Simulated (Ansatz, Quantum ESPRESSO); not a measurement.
# Charging 1T-TiS2, 2 layers, AB stacking, part 5 of 5

Aim: potential against charge for 1T-TiS2, 2 layers, AB stacking facing a metal electrode, and the capacitance that follows.

Quantum ESPRESSO 7.5; plane-wave DFT, PBE, GBRV ultrasoft pseudopotentials; geometry by Ansatz 0.2.0 with PAW datasets.

So far. Step 8 (Ground state: charge 0.0604 e): The electrode's potential over the Fermi level goes from 9.494 to 13.204 eV, the far face's from 5.833 to 5.845 eV. Step 8 (Ground state: charge 0.0604 e): Gauss's law asks for a slope of 180.95 q/A = 1.115 eV/Å in the gap; the run gives 1.115.

## (10) Ground state: between two electrodes with a field of 0.002 Ry/bohr

bc2 puts electrodes at both ends of the cell; esm_efield times the cell length sets the bias between them, and the slab stays neutral.

bc2.in

```
&control
  prefix = 'bc2'
  outdir = './out'
  pseudo_dir = './pseudo'
  calculation = 'scf'
  tprnfor = .true.
/
&system
  ibrav = 0
  nat = 6
  ntyp = 2
  ecutwfc = 40
  ecutrho = 200
  occupations = 'smearing'
  smearing = 'fd'
  degauss = 0.004
  assume_isolated = 'esm'
  esm_bc = 'bc2'
  esm_efield = 0.002
/
&electrons
  conv_thr = 1e-07
  mixing_beta = 0.4
  electron_maxstep = 120
  mixing_mode = 'local-TF'
/
ATOMIC_SPECIES
  S   32.0600  s_pbe_v1.4.uspp.F.UPF
  Ti  47.8670  ti_pbe_v1.4.uspp.F.UPF
CELL_PARAMETERS angstrom
  3.36452520727065 -0.00000000000000 -0.00000000000000
  -1.68226260363533 2.91376430116949 -0.00000000000000
  -0.00000000000000 -0.00000000000000 25.52776578450000
ATOMIC_POSITIONS crystal
  S   0.666666666667 0.333333333333 -0.170328907656
  Ti  0.000000000000 -0.000000000000 -0.114090200212
  S   0.333333333333 0.666666666667 -0.058153945228
  S   -0.000000000000 -0.000000000000 0.058153951635
  Ti  0.333333333333 0.666666666667 0.114090203621
  S   0.666666666667 0.333333333333 0.170328907656
K_POINTS automatic
  24 24 1 0 0 0
```

The run is started by

```sh
$ OMP_NUM_THREADS=1 mpirun -n 4 pw.x -nk 4 -in bc2.in > bc2.out
```

The program printed:

```text
[banner, memory and clock lines left out]
Program PWSCF v.7.5 starts
[citation notice left out]

[...]
Message from routine setup:
[...]
bravais-lattice index     =            0
     lattice parameter (alat)  =       6.3580  a.u.
     unit-cell volume          =    1688.8365 (a.u.)^3
     number of atoms/cell      =            6
     number of atomic types    =            2
     number of electrons       =        48.00
     number of Kohn-Sham states=           29
     kinetic-energy cutoff     =      40.0000  Ry
     charge density cutoff     =     200.0000  Ry
     scf convergence threshold =      1.0E-07
     mixing beta               =       0.4000
     number of iterations used =            8  local-TF  mixing
     Exchange-correlation=  SLA  PW   PBX  PBC
                           (   1   4   3   4   0   0   0)

     Effective Screening Medium Method
     Boundary Conditions: Metal-Slab-Metal
     total charge in unit cell        =   0.0000
     field strength                   =   0.0020 Ry/a.u.
     grid points for fit at edges     =        4

[...]
PseudoPot. # 1 for S  read from file:
     ./pseudo/s_pbe_v1.4.uspp.F.UPF
     Pseudo is Ultrasoft + core correction, Zval =  6.0
     Generated by new atomic code, or converted to UPF format
     Using radial grid of  907 points,  6 beta functions with:
                l(1) =   0
                l(2) =   0
                l(3) =   1
                l(4) =   1
                l(5) =   2
                l(6) =   2
     Q(r) pseudized with  8 coefficients,  rinner =    1.300   1.300   1.300
                                                       1.300   1.300

     PseudoPot. # 2 for Ti read from file:
     ./pseudo/ti_pbe_v1.4.uspp.F.UPF
     Pseudo is Ultrasoft + core correction, Zval = 12.0
     Generated by new atomic code, or converted to UPF format
     Using radial grid of  851 points,  6 beta functions with:
                l(1) =   0
                l(2) =   0
                l(3) =   1
                l(4) =   1
                l(5) =   2
                l(6) =   2
     Q(r) pseudized with  6 coefficients,  rinner =    1.000   1.000   1.000
                                                       1.000   1.000

     atomic species   valence    mass     pseudopotential
     S                 6.00    32.06000     S ( 1.00)
     Ti               12.00    47.86700     Ti( 1.00)

      6 Sym. Ops. (no inversion) found ( 6 have fractional translation)

[...]
number of k points=    61  Fermi-Dirac smearing, width (Ry)=  0.0040
[...]
Dense  grid:    80827 G-vectors     FFT dimensions: (  30,  30, 225)

     Smooth grid:    57621 G-vectors     FFT dimensions: (  27,  27, 200)

     Check: negative core charge=   -0.000001

     Initial potential from superposition of free atoms

     starting charge      45.9998, renormalised to      48.0000

     negative rho (up, down):  6.401E-03 0.000E+00
     Starting wfcs are   36 randomized atomic wfcs

     per-process dynamical memory:   108.7 Mb

     Self-consistent Calculation

     iteration #  1     ecut=    40.00 Ry     beta= 0.40
     Davidson diagonalization with overlap
     ethr =  1.00E-02,  avg # of iterations =  2.0

     Threshold (ethr) on eigenvalues was too large:
     Diagonalizing with lowered threshold

     Davidson diagonalization with overlap
     ethr =  4.82E-04,  avg # of iterations =  8.0

     negative rho (up, down):  4.837E-03 0.000E+00

     total energy              =    -335.49880569 Ry
     estimated scf accuracy    <       0.37305609 Ry

     iteration #  2     ecut=    40.00 Ry     beta= 0.40
[...]
negative rho (up, down):  3.078E-03 0.000E+00

[...]
total energy              =    -335.42146369 Ry
     estimated scf accuracy    <       0.23625922 Ry

     iteration #  3     ecut=    40.00 Ry     beta= 0.40
[...]
negative rho (up, down):  2.567E-03 0.000E+00

[...]
total energy              =    -335.40673692 Ry
     estimated scf accuracy    <       0.11936772 Ry

     iteration #  4     ecut=    40.00 Ry     beta= 0.40
[...]
negative rho (up, down):  2.351E-03 0.000E+00

[...]
total energy              =    -335.41298393 Ry
     estimated scf accuracy    <       0.03865250 Ry

     iteration #  5     ecut=    40.00 Ry     beta= 0.40
[...]
negative rho (up, down):  2.514E-03 0.000E+00

[...]
total energy              =    -335.46154066 Ry
     estimated scf accuracy    <       0.05958026 Ry

     iteration #  6     ecut=    40.00 Ry     beta= 0.40
[...]
negative rho (up, down):  2.461E-03 0.000E+00

[...]
total energy              =    -335.45569091 Ry
     estimated scf accuracy    <       0.02734687 Ry

[...]
iteration # 24     ecut=    40.00 Ry     beta= 0.40
[...]
negative rho (up, down):  5.819E-03 0.000E+00

[...]
total energy              =    -335.46183565 Ry
     estimated scf accuracy    <       0.00000011 Ry

     iteration # 25     ecut=    40.00 Ry     beta= 0.40
[...]
negative rho (up, down):  5.825E-03 0.000E+00

[...]
total energy              =    -335.46184109 Ry
     estimated scf accuracy    <       0.00000026 Ry

     iteration # 26     ecut=    40.00 Ry     beta= 0.40
[...]
negative rho (up, down):  5.822E-03 0.000E+00

[...]
total energy              =    -335.46184641 Ry
     estimated scf accuracy    <       0.00000017 Ry

     iteration # 27     ecut=    40.00 Ry     beta= 0.40
[...]
negative rho (up, down):  5.806E-03 0.000E+00

[...]
End of self-consistent calculation

          k = 0.0000 0.0000 0.0000 (  7165 PWs)   bands (ev):

   -62.7130 -62.6974 -38.9505 -38.9356 -38.8948 -38.8948 -38.8786 -38.8786
   -18.8707 -18.7066 -17.6719 -17.4400 -10.2084  -9.5169  -7.8394  -7.8394
    -7.8112  -7.8112  -7.0754  -6.0176  -5.0550  -5.0550  -4.9763  -4.9763
    -4.6152  -4.6152  -4.5981  -4.5981  -4.1184

          k = 0.0000 0.0481 0.0000 (  7209 PWs)   bands (ev):

   -62.7128 -62.6972 -38.9500 -38.9351 -38.8974 -38.8954 -38.8812 -38.8792
   -18.8492 -18.6853 -17.6634 -17.4334 -10.1841  -9.4948  -7.9353  -7.8934
    -7.8324  -7.8033  -6.9650  -5.9790  -5.3083  -5.2318  -5.2090  -5.1380
    -4.5184  -4.4872  -4.4689  -4.4363  -4.0713

[...]
the Fermi energy is    -5.1745 ev

!    total energy              =    -335.46184742 Ry
     estimated scf accuracy    <       0.00000005 Ry
     smearing contrib. (-TS)   =      -0.00064529 Ry
     internal energy E=F+TS    =    -335.46120213 Ry

     The total energy is F=E-TS. E is the sum of the following terms:
     one-electron contribution =  -14471.84830885 Ry
     hartree contribution      =    7229.22697108 Ry
     xc contribution           =     -69.87455985 Ry
     ewald contribution        =    6977.03469549 Ry

     convergence has been achieved in  27 iterations

     negative rho (up, down):  5.806E-03 0.000E+00

     Forces acting on atoms (cartesian axes, Ry/au):

     atom    1 type  1   force =     0.00000000    0.00000000   -0.00342317
     atom    2 type  2   force =     0.00000000    0.00000000   -0.00347272
     atom    3 type  1   force =     0.00000000   -0.00000000   -0.00059400
     atom    4 type  1   force =     0.00000000   -0.00000000    0.00112834
     atom    5 type  2   force =     0.00000000   -0.00000000    0.00230819
     atom    6 type  1   force =     0.00000000    0.00000000    0.00402040

     Total force =     0.006848     Total SCF correction =     0.000717
     SCF correction compared to forces is large: reduce conv_thr to get better values

[...]
```

Wall time 4.6 min (4 MPI ranks of Arm Neoverse V2, shared host); peak memory 0.81 GiB.

This step gave:

- Fermi energy: -5.175 eV
- slope of the potential below: -0.08719 eV/Å
- vacuum line at the lower end of the cell, over the Fermi level: 6.487 eV
- slope of the potential above: -0.08716 eV/Å
- vacuum line at the upper end of the cell, over the Fermi level: 5.175 eV

The potential energy, planar mean oscillates, so the rows of the table below give means over windows of 1 Å about each position, cut where the curve ends. Its maxima inside the range that stand out by 2 % of the span (Å: eV): -3.6: -5.72, -2.2: -5.77, 0.0: 4.95, 2.2: -5.78, 3.6: -5.74, 6.7: 5.67. Its minima: -4.3: -11.6, -3.0: -14.8, -1.5: -11.5, 1.5: -11.5, 3.0: -14.8, 4.3: -11.6.

Electrostatic potential energy of an electron; zero at the Fermi level. Table of potential energy, planar mean by z; means over each step:

```csv
z (Å),"potential energy, planar mean (eV)"
-12,6.42
-11,6.33
-10,6.25
-9,6.16
-8,6.07
-7,5.97
-6,5.54
-5,-1.21
-4,-8.70
-3,-12.1
-2,-8.37
-1,-3.84
0,4.52
1,-3.85
2,-8.39
3,-12.1
4,-8.72
5,-1.26
6,5.39
7,5.66
8,5.59
9,5.50
10,5.42
11,5.33
12,5.24
```

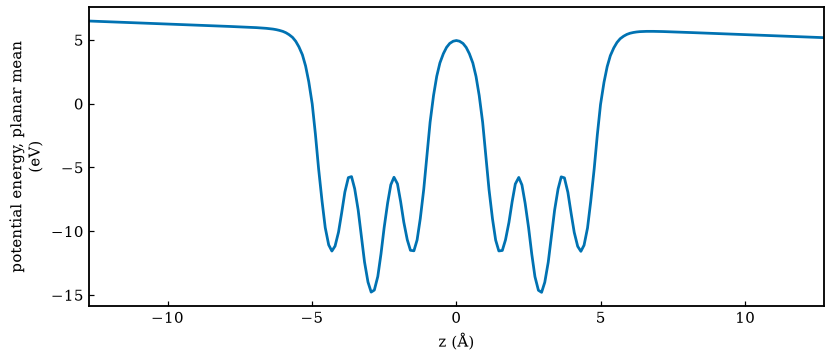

Potential energy, planar mean, plotted against z.

The set field of 0.051 V/Å over 25.5 Å is a bias of 1.31 V; the two ends of the cell differ by 1.31 eV. The slope in the vacuum is 0.087 eV/Å in size, more than the set field, because the slab carries little of the drop.

## (11) Self-consistent run: charge 0.0151 e a cell

q3.w0.in

```
&control
  prefix = 'q3.w0'
  outdir = './out'
  pseudo_dir = './pseudo'
  calculation = 'scf'
  tprnfor = .true.
/
&system
  ibrav = 0
  nat = 6
  ntyp = 2
  ecutwfc = 40
  ecutrho = 200
  occupations = 'smearing'
  smearing = 'fd'
  degauss = 0.004
  assume_isolated = 'esm'
  esm_bc = 'bc3'
  tot_charge = 0.0151
/
&electrons
  conv_thr = 1e-08
  mixing_beta = 0.4
  electron_maxstep = 120
  mixing_mode = 'local-TF'
  diagonalization = 'ppcg'
/
ATOMIC_SPECIES
  S   32.0600  s_pbe_v1.4.uspp.F.UPF
  Ti  47.8670  ti_pbe_v1.4.uspp.F.UPF
CELL_PARAMETERS angstrom
  3.36452520727065 -0.00000000000000 -0.00000000000000
  -1.68226260363533 2.91376430116949 -0.00000000000000
  -0.00000000000000 -0.00000000000000 25.52776578450000
ATOMIC_POSITIONS crystal
  S   0.666666666667 0.333333333333 -0.131155875106
  Ti  0.000000000000 -0.000000000000 -0.074917167663
  S   0.333333333333 0.666666666667 -0.018980912679
  S   -0.000000000000 -0.000000000000 0.097326984185
  Ti  0.333333333333 0.666666666667 0.153263236171
  S   0.666666666667 0.333333333333 0.209501940206
K_POINTS automatic
  24 24 1 0 0 0
```

The run is started by

```sh
$ OMP_NUM_THREADS=1 mpirun -n 4 pw.x -nk 4 -in q3.w0.in > q3.w0.out
```

The program printed:

```text
[banner, memory and clock lines left out]
Program PWSCF v.7.5 starts

          URL

 %%%%%%%%%%%%%%%%%%%%%%%%%%%%%%%%%%%%%%%%%%%%%%%%%%%%%%%%%%%%%%%%%%%%%%%%%%%%%%
     Error in routine iosys (1):
     PPCG diagonalization not supported anymore (Dec. 2024)
 %%%%%%%%%%%%%%%%%%%%%%%%%%%%%%%%%%%%%%%%%%%%%%%%%%%%%%%%%%%%%%%%%%%%%%%%%%%%%%

     stopping ...
[the rest left out]
```

Elapsed: 0.5 s, on 4 MPI ranks; peak memory 0.09 GiB.

The input was rejected at the start.

The fault put into the input: an eigensolver that this release has dropped (electrons.diagonalization = "ppcg").

The message: “iosys (1): PPCG diagonalization not supported anymore (Dec. 2024)”. This release no longer has that solver; david, paro or rmm-davidson serve.

## (12) The arithmetic

Between the smallest and the largest positive charge, Δq = 0.0453 e on A = 9.803 Å² and ΔV = 5.548 V. C = Δq/(A ΔV) = 8.3289e-04 e/(V Å²) = 1.33 µF/cm² (1 e/Å² = 1602 µC/cm²). A plate capacitor with that value has a gap of ε₀/C = 8.854/1.33 = 6.64 Å.

## (13) Summary of results

- mean capacitance: 1.35 μF/cm²
- effective gap ε₀/C: 6.57 Å
- top atoms to the electrode: 7.42 Å
- work function of the neutral slab (potential of zero charge against vacuum): 5.83 eV

What this shows: Across 7.4 Å of vacuum the capacitance comes to 1.35 μF/cm² (PBE, GBRV ultrasoft). The effective gap is 0.85 Å shorter than the distance from the top atoms, because the added charge sits in front of them; this is the image plane. The far face's work function moves by 0.02 eV over the series, so the slab screens the field as a good metal does. The differential capacitance goes from 1.37 µF/cm² on the electron side to 1.33 µF/cm² on the hole side. The ions are fixed at the PBE-D3(BJ) geometry, so no force or energy of the charged cells enters.

[Logs are printed without paths, hosts, clocks, repeated set-up lines and the standing remarks that a program may print on its own settings, such as how far it seeks lower states.]

[Hosts, paths, dates, database ids (printed as entryN), source tags and the programs' standing remarks are cut or masked in the printed files.]

[Maps of the electrostatic potential energy from Ansatz leave out the sawtooth potential of an applied field or a dipole correction, so their vacuum need not be flat; planar profiles and work functions include it.]
